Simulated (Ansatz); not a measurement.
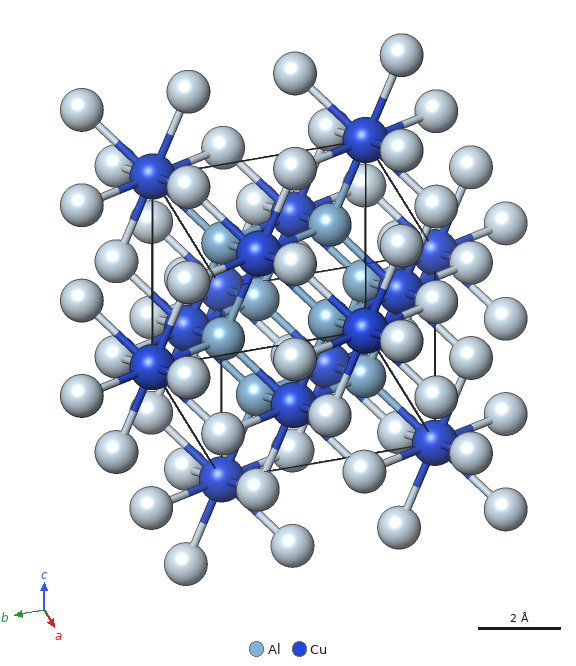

Shown here is a ball-and-stick view of the crystal, taken from a general direction. One conventional unit cell is outlined, and atoms on its boundary appear in each equivalent place. Atoms outside the box are added where they are bonded to one inside, in fainter colours.

The structure is one of Al2Cu. The symmetry is that of Fm-3m (No. 225), on a face-centred cubic lattice. Prototype: antifluorite. In the cell are 8 Al, 4 Cu, which makes 4 formula units. Al bonds to four Cu in a tetrahedral arrangement at about 2.4 Å. Cu is coordinated by eight Al in a cubic arrangement at about 2.4 Å. The bonds build a three-dimensional framework.

Source of the structure: a structure listed in the Materials Project. It was relaxed with DFT LDA, scalar-relativistic, plane waves, PAW in Ansatz 0.2.0 under a constraint or pressure on the cell, so some stress remains.

At this level of theory the cell isn't at rest (compressed, at 15 GPa), so its distances can differ from those at equilibrium, the more so the softer the solid.
